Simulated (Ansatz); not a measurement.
Consider SnO (slab).

The calculation's input:

```
crystal:
  lattice:
    - [3.8360583204, 0.0, 0.0]
    - [-1.06613e-05, 3.8360583204, 0.0]
    - [0.0, 0.0, 36.3529200406]
  atoms:
    - { symbol: Sn, position: [0.9998905329, 0.9998905329, 0.2063107996] }
    - { symbol: O, position: [0.9998239589, 0.4998149234, 0.2381830175] }
    - { symbol: O, position: [0.4998149234, 0.9998239589, 0.2381830175] }
    - { symbol: Sn, position: [0.4998732403, 0.4998732403, 0.2700529955] }
    - { symbol: Sn, position: [0.0001094671, 0.0001094671, 0.3372198508] }
    - { symbol: O, position: [0.0001760411, 0.5001850766, 0.3690920687] }
    - { symbol: O, position: [0.5001850766, 0.0001760411, 0.3690920687] }
    - { symbol: Sn, position: [0.5001267597, 0.5001267597, 0.4009620468] }
    - { symbol: Sn, position: [0.9998905329, 0.9998905329, 0.468128902] }
    - { symbol: O, position: [0.9998239589, 0.4998149234, 0.50000112] }
    - { symbol: O, position: [0.4998149234, 0.9998239589, 0.50000112] }
    - { symbol: Sn, position: [0.4998732403, 0.4998732403, 0.531871098] }
    - { symbol: Sn, position: [0.0001094671, 0.0001094671, 0.5990379532] }
    - { symbol: O, position: [0.0001760411, 0.5001850766, 0.6309101712] }
    - { symbol: O, position: [0.5001850766, 0.0001760411, 0.6309101712] }
    - { symbol: Sn, position: [0.5001267597, 0.5001267597, 0.6627801492] }
    - { symbol: Sn, position: [0.9998905329, 0.9998905329, 0.7299470045] }
    - { symbol: O, position: [0.9998239589, 0.4998149234, 0.7618192224] }
    - { symbol: O, position: [0.4998149234, 0.9998239589, 0.7618192224] }
    - { symbol: Sn, position: [0.4998732403, 0.4998732403, 0.7936892004] }
basis:
  ecutwfc: 420
kpoints:
  mp_grid: { grid: [9, 9, 1] }
hamiltonian:
  xc: pbe
  dispersion: d3bj
scf:
  occupations: { method: gaussian, width: 0.1 }
output:
  forces: true
  stress: true
  eigenvalues: true
  write_density: true
  write_potential: true
  elf: true
  volumetric_format: npy
efield:
  axis: 3
  dipole_correction: true
  ramp_width: 0.04
```

Command:

```sh
ansatz run input.yaml --threads 2 --pin off --max-ram 5120MiB --backend cpu --events-out ev --progress --plain --runs-dir out
```

Method: DFT PBE+D3(BJ), scalar-relativistic, plane waves, PAW in Ansatz 0.2.0.

**Predict the valence pseudo-density and electron localisation function between the atoms.**

Sn–O (2.24 Å): ρ is about 0.46 e/Å³ halfway; the ELF peaks at about 0.85 in the valence shell of O, 0.6 Å from its nucleus, and is about 0.20 at the midpoint; no shared electron pair shows on this line.

**Metal or insulator at this level of theory?**

It is gapped, with a Kohn–Sham gap of 0.33 eV on the k-point mesh, an upper bound to the gap of this method.

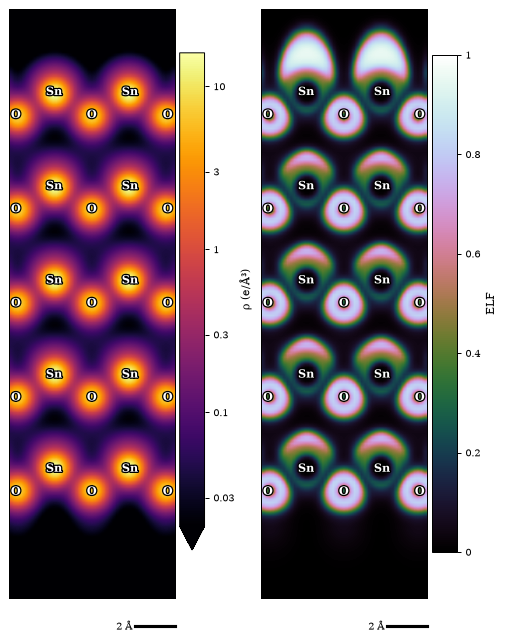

Computed valence pseudo-density and electron localisation function on the (010) plane of the calculation cell, a cut from vacuum to vacuum, in this order. 

In a PAW calculation such maps are meaningful between the atoms, not at the nuclei.
